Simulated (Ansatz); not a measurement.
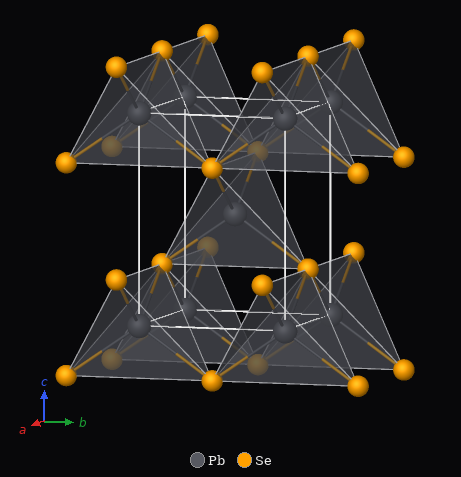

Polyhedral drawing of the structure, looking slightly off an axis. The wireframe shows the conventional unit cell. A few atoms beyond the faces are included.

PbSe, space group Imm2 (No. 44), a = 4.784 Å, b = 4.899 Å, c = 6.846 Å, α = 90.00°, β = 90.00°, γ = 90.00°. It derives from a structure type filled with these elements by a generator (whether the compound takes this form wasn't checked). The cell was then strained or its atoms displaced on purpose. A calculation with Ansatz used it as input.

This one geometry was computed with Ansatz (DFT, plane waves, PAW) at three levels of theory: PBE, r2SCAN and HSE06. It was relaxed with r2SCAN and then strained.

How does the band gap change with the level of theory?

Answer. PBE: a gap of 0.61 eV, indirect; r2SCAN: a gap of 0.79 eV, indirect; HSE06: a gap of 1.06 eV, indirect.

Collect the results in a table.

Answer.
| level | cutoff (eV) | k-mesh of the run's cell | gap (eV) | pressure (GPa) |
| --- | --- | --- | --- | --- |
| PBE | 420 | 6×6×6 | 0.61 | 0.7 |
| r2SCAN | 500 | 6×6×6 | 0.79 | 0.0 |
| HSE06 | 420 | 4×4×4 | 1.06 | 0.1 |

Gaps are taken on the k-mesh or band path of each run.
